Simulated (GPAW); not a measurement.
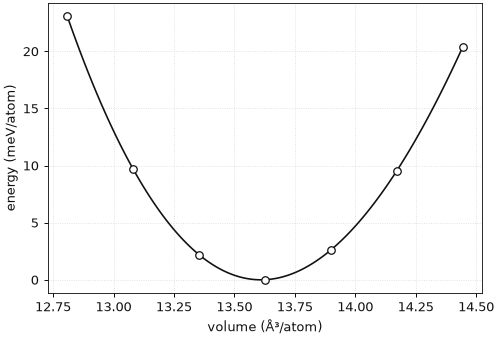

The figure shows the energy against volume for BAs, space group F-43m (No. 216).

Structure:
```
CELL_PARAMETERS angstrom
0.00000 2.38850 2.38850
2.38850 0.00000 2.38850
2.38850 2.38850 0.00000
ATOMIC_POSITIONS crystal
As 0.75000 0.75000 0.75000
B 0.00000 0.00000 0.00000
```

How it was computed, with GPAW 26.7.0: PAW DFT in plane waves, on a grid or in atomic orbitals, no spin polarisation; energies at scaled volumes of the given cell, shape and fractions fixed, counted from the fit's minimum, third-order Birch-Murnaghan fit. Level: PBEsol.

- k mesh: 10×10×10
- occupations: Fermi–Dirac
- smearing width: 0.05 eV
- potentials: PAW data sets made by gpaw setup for the functional
- wave cutoff: 800 eV
- program settings: basis pw

This calculation gives: equilibrium volume 13.61 Å³/atom and bulk modulus 141 GPa.

Now As is replaced by P on all its sites, which gives BP in the same structure. How do these quantities change?

The equilibrium volume falls from 13.61 to 11.57 Å³/atom (−15 %) and the bulk modulus rises from 141 to 170 GPa (+21 %).

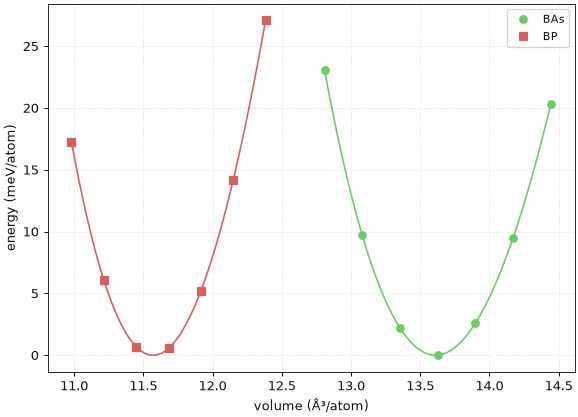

The two results together.

V0 and the bulk modulus come from third-order Birch–Murnaghan fits.
